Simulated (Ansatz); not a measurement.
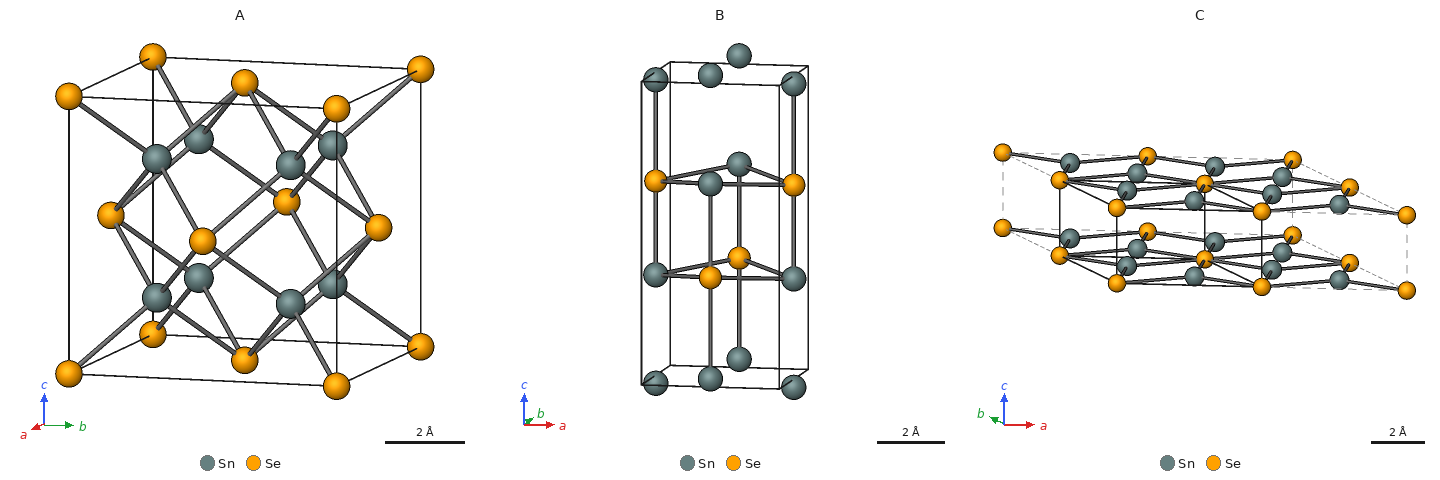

Three structures of Sn2Se, each relaxed to rest (conventional cells in solid outline, small ones repeated, each panel with its own scale). Method: Ansatz 0.2.0, DFT PBE, scalar-relativistic, plane waves, PAW, without spin polarisation.

### Name the structure in each panel.

A: antifluorite, Fm-3m; B: 6 atoms a cell on a primitive tetragonal lattice, P4/nmm; C: 3 atoms a cell on a primitive hexagonal lattice, P6/mmm.

### Rank them by energy, lowest first.

B, then C (+244 meV/atom) and A (+406 meV/atom), energies at zero smearing.

### Collect the results in a table.

| panel | structure | E − E(lowest) (meV/atom) | volume (Å³/atom) | gap (eV) |
| --- | --- | --- | --- | --- |
| B | P4/nmm | 0 | 28.1 | metal |
| C | P6/mmm | 244 | 26.8 | metal |
| A | Fm-3m | 406 | 30.8 | metal |

Some of these may be structure types tried for this composition rather than known phases, and the most stable form need not be among them. Gaps are taken on the k-mesh or band path of each run.
